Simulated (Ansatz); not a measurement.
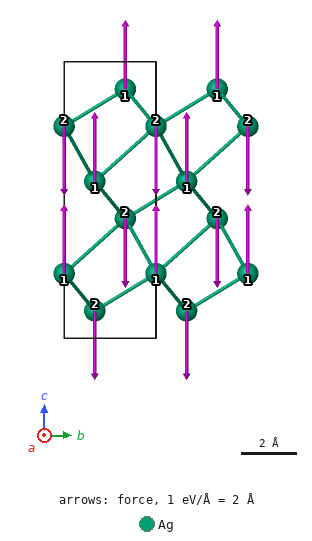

Starting geometry of solid Ag (a generated structure, set up in R-3m) with the computed forces as purple arrows. Style: ball-and-stick. Shown: the conventional cell (3 times the calculation's cell), repeated 1 × 2 × 1 with one cell outlined, along the a axis. Lengths and directions refer to the drawn axes.

The start is a swapped structure.

All numbers below come from DFT, PAW plane waves, r2SCAN (Ansatz). (plane-wave cutoff 500 eV; k-point mesh 8 × 8 × 8; occupations cold; smearing width 0.024 eV; no spin polarisation; atoms relaxed in a fixed cell; at most 80 steps)

Is this structure relaxed? If not, where do the atoms go?

It isn't relaxed: the largest force vector, on Ag atoms, is 1.27 eV/Å. The atoms end up moving mostly along the starting forces (cosine between the two patterns 1.00). Over 1 accepted move (2 points after the start) the energy falls by 103 meV per atom. The largest force component goes from 1.3 to 0.006 eV/Å. 1 step only repeated the SCF at the same geometry. The largest moves, 0.16 Å, are those of Ag1 and Ag2. Ag2 goes along −c. The lattice vectors keep their values. Near-neighbour distances that change, for instance: Ag1–Ag2 3.016 → 2.807 Å, Ag1–Ag2 (another image) 2.625 → 2.809 Å. Among the angles between lasting bonds that change: Ag2–Ag1–Ag2 169.3° → 179.9°, Ag2–Ag1–Ag2 95.5° → 87.5°, Ag2–Ag1–Ag2 80.2° → 87.6°. The space group stays R-3m (No. 166). The run took 35 s on 2 threads of Arm Neoverse N1, with other jobs on the host, peak memory 0.51 GiB.
